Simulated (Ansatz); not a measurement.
## Single-point calculation of Si₆₄C₆₄ (part 2 of 2)

The same run, continued: Si₆₄C₆₄ (F-43m, 128 atoms in the cell); DFT, PBEsol, PAW, plane waves (Ansatz 0.2.0); cutoff 420 eV, 1×1×1 k-mesh, Fermi–Dirac smearing of 0.01 eV. The structure was built on a prototype by a generator.

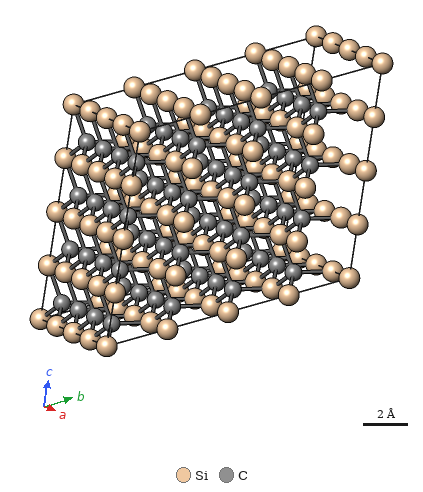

*The structure (ball-and-stick view of the cell of the calculation, seen slightly off an axis).*

## What the program printed, continued
```
--- Forces (eV/Å), atoms counted from 1 ---
  atom   1  Si    -0.01899861    -0.01900036    -0.01899569
  atom   2  Si    -0.01900450    -0.01899573    -0.01899661
  atom   3  Si    -0.01899363    -0.01899617    -0.01900248
  atom   4  Si    -0.01900706    -0.01899854    -0.01899680
  atom   5  Si    -0.01900081    -0.01899525    -0.01900158
  atom   6  Si    -0.01899750    -0.01899807    -0.01899822
  atom   7  Si    -0.01899962    -0.01900503    -0.01899779
  atom   8  Si    -0.01899647    -0.01900237    -0.01900260
  atom   9  Si    -0.01899708    -0.01899853    -0.01899509
  atom  10  Si    -0.01900167    -0.01900107    -0.01899696
  atom  11  Si    -0.01899596    -0.01899765    -0.01898977
  atom  12  Si    -0.01899819    -0.01899296    -0.01899746
  atom  13  Si    -0.01899395    -0.01899157    -0.01900303
  atom  14  Si    -0.01900502    -0.01899115    -0.01899035
  atom  15  Si    -0.01900298    -0.01899693    -0.01900282
  atom  16  Si    -0.01900090    -0.01899930    -0.01899750
  atom  17  Si    -0.01899494    -0.01899585    -0.01899310
  atom  18  Si    -0.01899831    -0.01900462    -0.01899509
  atom  19  Si    -0.01899413    -0.01899678    -0.01899881
  atom  20  Si    -0.01899983    -0.01899971    -0.01899760
  atom  21  Si    -0.01899513    -0.01900048    -0.01899717
  atom  22  Si    -0.01899520    -0.01899307    -0.01899898
  atom  23  Si    -0.01899128    -0.01899474    -0.01899999
  atom  24  Si    -0.01899676    -0.01899212    -0.01899713
  atom  25  Si    -0.01900175    -0.01899566    -0.01899942
  atom  26  Si    -0.01900145    -0.01900153    -0.01900683
  atom  27  Si    -0.01899520    -0.01899009    -0.01899731
  atom  28  Si    -0.01898947    -0.01899754    -0.01899749
  atom  29  Si    -0.01899760    -0.01900271    -0.01900002
  atom  30  Si    -0.01899221    -0.01899783    -0.01900091
  atom  31  Si    -0.01899040    -0.01900671    -0.01899395
  atom  32  Si    -0.01899745    -0.01899534    -0.01899182
  atom  33  Si    -0.01899588    -0.01899441    -0.01899715
  atom  34  Si    -0.01898820    -0.01899900    -0.01899789
  atom  35  Si    -0.01899247    -0.01899187    -0.01900150
  atom  36  Si    -0.01899795    -0.01899947    -0.01900053
  atom  37  Si    -0.01900257    -0.01899335    -0.01899551
  atom  38  Si    -0.01899423    -0.01900295    -0.01899881
  atom  39  Si    -0.01899725    -0.01900109    -0.01899651
  atom  40  Si    -0.01899447    -0.01899619    -0.01899590
  atom  41  Si    -0.01899647    -0.01900489    -0.01899839
  atom  42  Si    -0.01899338    -0.01900314    -0.01899248
  atom  43  Si    -0.01899614    -0.01900005    -0.01899072
  atom  44  Si    -0.01899154    -0.01899588    -0.01900016
  atom  45  Si    -0.01899265    -0.01899647    -0.01899945
  atom  46  Si    -0.01899879    -0.01898866    -0.01899605
  atom  47  Si    -0.01900218    -0.01899914    -0.01900022
  atom  48  Si    -0.01899670    -0.01899448    -0.01899882
  atom  49  Si    -0.01899862    -0.01899691    -0.01900302
  atom  50  Si    -0.01899510    -0.01900209    -0.01899087
  atom  51  Si    -0.01900496    -0.01899399    -0.01899758
  atom  52  Si    -0.01899824    -0.01900112    -0.01899391
  atom  53  Si    -0.01900078    -0.01899666    -0.01899178
  atom  54  Si    -0.01899936    -0.01899247    -0.01899502
  atom  55  Si    -0.01899597    -0.01899740    -0.01899374
  atom  56  Si    -0.01900454    -0.01899464    -0.01899987
  atom  57  Si    -0.01899783    -0.01899917    -0.01900051
  atom  58  Si    -0.01899791    -0.01899695    -0.01900380
  atom  59  Si    -0.01899983    -0.01899626    -0.01900200
  atom  60  Si    -0.01900135    -0.01899756    -0.01899133
  atom  61  Si    -0.01900356    -0.01900525    -0.01900610
  atom  62  Si    -0.01900099    -0.01899932    -0.01899959
  atom  63  Si    -0.01899738    -0.01900164    -0.01899343
  atom  64  Si    -0.01899771    -0.01899243    -0.01899698
  atom  65  C      0.01899764     0.01899763     0.01899629
  atom  66  C      0.01899818     0.01899985     0.01899622
  atom  67  C      0.01899807     0.01899624     0.01899719
  atom  68  C      0.01899468     0.01899723     0.01899783
  atom  69  C      0.01899509     0.01899850     0.01899597
  atom  70  C      0.01899694     0.01899783     0.01899842
  atom  71  C      0.01899458     0.01899594     0.01899705
  atom  72  C      0.01899653     0.01899464     0.01899850
  atom  73  C      0.01899870     0.01899470     0.01899566
  atom  74  C      0.01899816     0.01899489     0.01899694
  atom  75  C      0.01899605     0.01899390     0.01899613
  atom  76  C      0.01899751     0.01899344     0.01899863
  atom  77  C      0.01899704     0.01899797     0.01899449
  atom  78  C      0.01899461     0.01899944     0.01899691
  atom  79  C      0.01899551     0.01899721     0.01899370
  atom  80  C      0.01899470     0.01899532     0.01899325
  atom  81  C      0.01899467     0.01899735     0.01899797
  atom  82  C      0.01899801     0.01899628     0.01899559
  atom  83  C      0.01899593     0.01899579     0.01899599
  atom  84  C      0.01899651     0.01899610     0.01899699
  atom  85  C      0.01899864     0.01899364     0.01899693
  atom  86  C      0.01899713     0.01899730     0.01899474
  atom  87  C      0.01899859     0.01899434     0.01899532
  atom  88  C      0.01899840     0.01899657     0.01899778
  atom  89  C      0.01899478     0.01899717     0.01900042
  atom  90  C      0.01899717     0.01899882     0.01899480
  atom  91  C      0.01899464     0.01899748     0.01899385
  atom  92  C      0.01899797     0.01899744     0.01899900
  atom  93  C      0.01899703     0.01899604     0.01899606
  atom  94  C      0.01899510     0.01899683     0.01899544
  atom  95  C      0.01899837     0.01899617     0.01899904
  atom  96  C      0.01899386     0.01899853     0.01899598
  atom  97  C      0.01899613     0.01899704     0.01899494
  atom  98  C      0.01899768     0.01899777     0.01899587
  atom  99  C      0.01899737     0.01900071     0.01899641
  atom 100  C      0.01899456     0.01899647     0.01899568
  atom 101  C      0.01899642     0.01899873     0.01899602
  atom 102  C      0.01899806     0.01899688     0.01899529
  atom 103  C      0.01899525     0.01899517     0.01899597
  atom 104  C      0.01899247     0.01899731     0.01899525
  atom 105  C      0.01899868     0.01899667     0.01899652
  atom 106  C      0.01899718     0.01899396     0.01899603
  atom 107  C      0.01899844     0.01899520     0.01899750
  atom 108  C      0.01899806     0.01899961     0.01899901
  atom 109  C      0.01899582     0.01899483     0.01899574
  atom 110  C      0.01899756     0.01899390     0.01899791
  atom 111  C      0.01899353     0.01899688     0.01899827
  atom 112  C      0.01899668     0.01899581     0.01899804
  atom 113  C      0.01899763     0.01899571     0.01899403
  atom 114  C      0.01899661     0.01899495     0.01899729
  atom 115  C      0.01899534     0.01899672     0.01899536
  atom 116  C      0.01899877     0.01899472     0.01899710
  atom 117  C      0.01899511     0.01899390     0.01899700
  atom 118  C      0.01899493     0.01899580     0.01899651
  atom 119  C      0.01899787     0.01899452     0.01899595
  atom 120  C      0.01899402     0.01899803     0.01899520
  atom 121  C      0.01899761     0.01899559     0.01899633
  atom 122  C      0.01899695     0.01899574     0.01899620
  atom 123  C      0.01899856     0.01899860     0.01899523
  atom 124  C      0.01899686     0.01899896     0.01899653
  atom 125  C      0.01899686     0.01899625     0.01899741
  atom 126  C      0.01899675     0.01899629     0.01899945
  atom 127  C      0.01899532     0.01899789     0.01899707
  atom 128  C      0.01899553     0.01900014     0.01899692
  max |Σ_I F_I| component: 7.29e-5 eV/Å
--- Stress (GPa, compression-positive) ---
        0.201837      -0.506975      -0.506974
       -0.506975       0.201837      -0.506974
       -0.506974      -0.506974       0.201837
  P = ⅓ Tr σ = 0.2018 GPa (2.018 kbar)
--- Band table (eV) ---
  k-point 0: bands = ["-5.9073", "-5.2997", "-4.9020", "-4.9020", "-4.9020", "-4.6982", "-4.6982", "-4.6982", "-4.5139", "-4.5139", ... 174 levels left out ..., "6.7479", "6.7479", "6.7479", "6.7550", "6.7550", "6.7550", "7.0584", "7.0584", "7.0584", "7.1519", "7.1519", "7.1519", "7.1615", "7.1615", "7.1615", "7.1615", "7.1615", "7.1615", "7.2521", "7.2521", "7.2521", "7.2946", "7.2946", "7.2946", "7.5446", "7.5446", "7.5446", "7.8281", "7.8281",
      "7.8281", "7.8874", "7.8874", "7.8874", "7.8923", "7.8923", "7.8923", "8.0307", "8.0307", "8.0307", "8.0307", "8.0307", "8.0307", "8.0752", "8.0752", "8.0752", "8.2053", "8.2053", "8.2053", "8.2745", "8.2745", "8.2745", "8.4273", "8.4273", "8.5653", "8.5653", "8.5653", "8.6143", "8.6143", "8.6143", "8.6595", "8.6595", "8.8818", "8.8818", "8.8818", "8.9600", "8.9600", "8.9600", "9.0263", "9.0544",
      "9.0544", "9.4020", "9.4020", "10.9652", "10.9652", "10.9652", "12.2931", "12.2931", "12.2931", "12.9360", "12.9360", "12.9360", "13.0108", "13.0108", "13.0108", "13.1079", "13.1079", "13.1079", "13.1079", "13.1079", "13.1079", "13.2990", "13.2990", "13.2990", "13.6943", "13.6943", "13.6943", "13.6943", "13.6943", "13.6943", "13.8860", "13.8860", "13.8860", "13.9165", "13.9165", "13.9165", "14.1449", "14.1449", "14.1449", "14.2173",
      "14.2173", "14.2173", "14.3058", "14.3058", "14.3058", "14.3058", "14.3058", "14.3058", "14.8470", "14.9903", "14.9903", "14.9903", "14.9903", "14.9903", "14.9903", "14.9978", "14.9978", "14.9978", "15.1260", "15.3990", "15.3990", "15.3990", "15.5217", "15.5217", "15.5217", "15.5324", "15.5324", "15.5324", "15.5531", "15.5531", "15.5531", "15.6301", "15.7970", "16.0043", "16.0043", "16.0043", "16.2985", "16.2985", "16.2985", "16.3326",
      "16.3326", "16.3326", "16.3825", "16.3825", "16.3825", "16.6459", "16.6459", "16.7426", "16.7837", "16.7837", "16.8366", "16.8366", "16.8366", "16.9505", "16.9505", "16.9505", "17.0851", "17.0851", "17.1388", "17.1388", "17.1388", "17.2168", "17.2168", "17.2168", "17.2168", "17.2168", "17.2168", "17.2350", "17.2350", "17.2350", "17.2580", "17.2580", "17.2906", "17.2906", "17.2906", "17.2906", "17.2906", "17.2906", "17.3278", "17.3278",
      "17.3278", "17.3278", "17.3278", "17.3278", "17.4245", "17.4245", "17.4245", "17.4766", "17.4766", "17.4766", "17.7535"]
--- Löwdin populations: 128 sites ---
  site symbol       q [e]
     0     Si      2.9574
     1     Si      2.9574
     2     Si      2.9574
     3     Si      2.9574
     4     Si      2.9574
     5     Si      2.9574
     6     Si      2.9574
     7     Si      2.9574
     8     Si      2.9574
     9     Si      2.9574
    10     Si      2.9574
    11     Si      2.9574
    12     Si      2.9574
    13     Si      2.9574
    14     Si      2.9574
    15     Si      2.9574
    16     Si      2.9574
    17     Si      2.9574
    18     Si      2.9574
    19     Si      2.9574
    20     Si      2.9574
    21     Si      2.9574
    22     Si      2.9574
    23     Si      2.9574
    24     Si      2.9574
    25     Si      2.9574
    26     Si      2.9574
    27     Si      2.9574
    28     Si      2.9574
    29     Si      2.9574
    30     Si      2.9574
    31     Si      2.9574
    32     Si      2.9574
    33     Si      2.9574
    34     Si      2.9574
    35     Si      2.9574
    36     Si      2.9574
    37     Si      2.9574
    38     Si      2.9574
    39     Si      2.9574
    40     Si      2.9574
    41     Si      2.9574
    42     Si      2.9574
    43     Si      2.9574
    44     Si      2.9574
    45     Si      2.9574
    46     Si      2.9574
    47     Si      2.9574
    48     Si      2.9574
    49     Si      2.9574
    50     Si      2.9574
    51     Si      2.9574
    52     Si      2.9574
    53     Si      2.9574
    54     Si      2.9574
    55     Si      2.9574
    56     Si      2.9574
    57     Si      2.9574
    58     Si      2.9574
    59     Si      2.9574
    60     Si      2.9574
    61     Si      2.9574
    62     Si      2.9574
    63     Si      2.9574
    64      C      4.9662
    65      C      4.9662
    66      C      4.9662
    67      C      4.9662
    68      C      4.9662
    69      C      4.9662
    70      C      4.9662
    71      C      4.9662
    72      C      4.9662
    73      C      4.9662
    74      C      4.9662
    75      C      4.9662
    76      C      4.9662
    77      C      4.9662
    78      C      4.9662
    79      C      4.9662
    80      C      4.9662
    81      C      4.9662
    82      C      4.9662
    83      C      4.9662
    84      C      4.9662
    85      C      4.9662
    86      C      4.9662
    87      C      4.9662
    88      C      4.9662
    89      C      4.9662
    90      C      4.9662
    91      C      4.9662
    92      C      4.9662
    93      C      4.9662
    94      C      4.9662
    95      C      4.9662
    96      C      4.9662
    97      C      4.9662
    98      C      4.9662
    99      C      4.9662
   100      C      4.9662
   101      C      4.9662
   102      C      4.9662
   103      C      4.9662
   104      C      4.9662
   105      C      4.9662
   106      C      4.9662
   107      C      4.9662
   108      C      4.9662
   109      C      4.9662
   110      C      4.9662
   111      C      4.9662
   112      C      4.9662
   113      C      4.9662
   114      C      4.9662
   115      C      4.9662
   116      C      4.9662
   117      C      4.9662
   118      C      4.9662
   119      C      4.9662
   120      C      4.9662
   121      C      4.9662
   122      C      4.9662
   123      C      4.9662
   124      C      4.9662
   125      C      4.9662
   126      C      4.9662
   127      C      4.9662
  spilling = 0.009545 (of n_electrons = 512.000000)
```

## Summary

| quantity | value |
| --- | --- |
| outcome | converged |
| space group (tolerance 0.01 Å) | F-43m (216) |
| electrons treated | 512 |
| free energy | −55593.0845 eV |
| Fermi energy | 10.182 eV |
| pressure | 0.20 GPa |
| largest force (length of the vector) | 0.033 eV/Å |
| hardware | 7 CPU threads, shared host |
| wall time | 57 s (CPU time 6 min) |
| peak memory | 4.1 GiB |

## Notes

The k-point mesh is coarse for a cell of this size, so the results may not be converged.
